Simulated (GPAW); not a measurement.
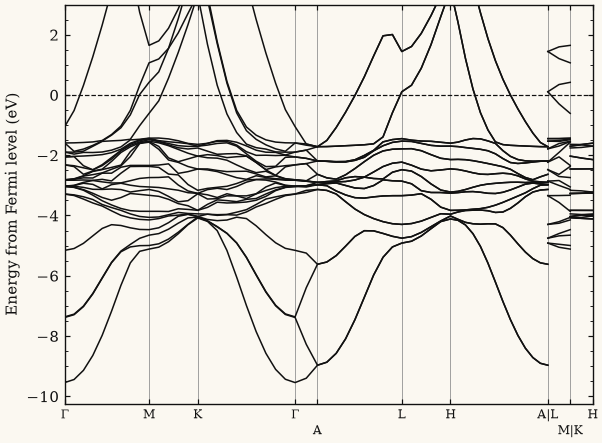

Band structure. Energies are counted from the Fermi level.

### Which Bravais lattice do the labels of the path belong to?

A hexagonal (primitive) lattice: the path Γ–M–K–Γ–A–L–H–A|L–M|K–H runs through the special points of its Brillouin zone.

The GPAW input:

```python
from ase import Atoms
from ase.dft.bandgap import bandgap
from ase.io import write
from ase.units import GPa
from gpaw import GPAW, PW, setup_paths

setup_paths.insert(0, '.')

atoms = Atoms(['Cu', 'Cu', 'Cu', 'Cu'],
              cell=[[2.5307640267, 0.0, 0.0],
                    [-1.2653820134, 2.1917059381, 0.0],
                    [0.0, 0.0, 8.26181508]],
              scaled_positions=[[0.6666666667, 0.3333333333, 0.75],
                                [0.0, 0.0, 0.5],
                                [0.3333333333, 0.6666666667, 0.25],
                                [0.0, 0.0, 0.0]],
              pbc=True)

calc = GPAW(mode=PW(600),
            xc='PBEsol',
            kpts={'size': (8, 8, 2), 'gamma': True},
            occupations={'name': 'fermi-dirac', 'width': 0.05},
            nbands=42,
            convergence={'density': 1e-05, 'energy': 1e-05},
            maxiter=150,
            txt='gpaw.txt')
atoms.calc = calc
energy = atoms.get_potential_energy()
forces = atoms.get_forces()
stress = atoms.get_stress()
calc.write('gs.gpw')
write('result.traj', atoms)
print(f'Energy: {energy:.6f} eV')
print('Forces (eV/A):')
print(forces.round(4))
print('Stress (GPa):', (stress / GPa).round(3))
print('Fermi level:', round(calc.get_fermi_level(), 4), 'eV')
print(f'Gap: {bandgap(calc)[0]:.4f} eV, direct: {bandgap(calc, direct=True)[0]:.4f} eV')

path = atoms.cell.bandpath('GMKGALHA,LM,KH', npoints=60, eps=1e-4)
bs_calc = calc.fixed_density(kpts=path, symmetry='off', nbands=58,
                             convergence={'bands': 'CBM+6.0', 'eigenstates': 1e-6}, txt='bands.txt')
bs = bs_calc.band_structure()
bs.write('bs.json')
print(f'Gap on the path: {bandgap(bs_calc)[0]:.4f} eV')
```

System: Cu, space group P6_3/mmc, 4 atoms in the cell.

Level of theory: PBEsol, PAW data sets generated in the run's folder for this functional, no spin polarisation, no spin-orbit coupling, 8×8×2 k mesh, 600 eV cutoff, Fermi-Dirac smearing of 0.05 eV; code GPAW 26.7.0.

### Metal, semiconductor or insulator?

A metal: 4 bands cross the Fermi level along this path.

The k mesh is coarse (spacing up to 0.38 Å⁻¹), so the values aren't converged. This isn't the form of Cu at room conditions, which is fcc. Bands are joined in order of energy, so crossings between the computed points show as kinks or gaps.
